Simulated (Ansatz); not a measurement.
Input

```
crystal:
  lattice:
    - [2.5051851807, 0.0, 0.0]
    - [1.2500915888, 2.1709960408, 0.0]
    - [0.0, 0.0, 26.0]
  atoms:
    - { symbol: B, position: [0.4998931263, 0.4998931263, 0.5] }
    - { symbol: "N", position: [0.8334068837, 0.8334068837, 0.5] }
  periodic: [true, true, false]
basis:
  ecutwfc: 420
kpoints:
  mp_grid: { grid: [10, 10, 1] }
hamiltonian:
  xc: pbe
  dispersion: d3bj
scf:
  occupations: { method: gaussian, width: 0.02 }
output:
  forces: true
  stress: true
  eigenvalues: true
  write_density: true
  write_potential: true
  elf: true
  volumetric_format: npy
relax:
  adjacent_minimum: "off"
  f_tol: 0.005
  max_steps: 80
  cell: { stress_2d_tol: 0.02 }
```

Run with:

```sh
ansatz run input.yaml --threads 1 --pin off --max-ram 3072MiB --backend cpu --events-out ev --progress --plain --runs-dir out
```

The fields are those of the relaxed geometry.

These are results of DFT PBE+D3(BJ), scalar-relativistic, plane waves, PAW (Ansatz 0.2.0), not measurements.

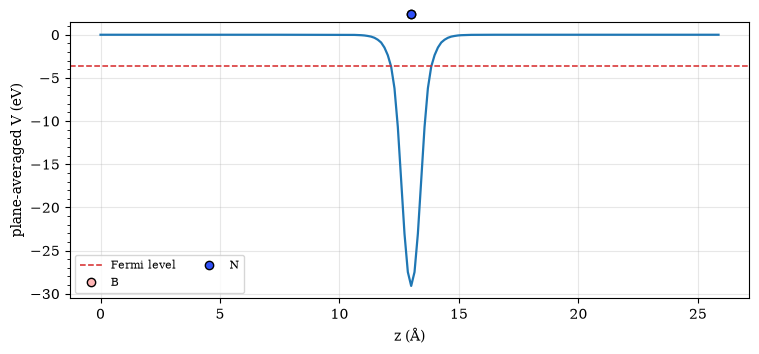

BN (slab). Plane average of the electrostatic potential (local pseudopotential plus Hartree) felt by an electron across the slab. Circles mark the heights of the atoms.

### How far above the Fermi level of the calculation is the vacuum level?

3.6 eV. The slab has a gap, so the Fermi level lies inside it and this isn't a work function in the metallic sense.

### How thick is the slab, and how wide the vacuum?

The outermost nuclei are 0.0 Å apart, in 1 atomic plane; the vacuum between periodic images is 26.0 Å wide.
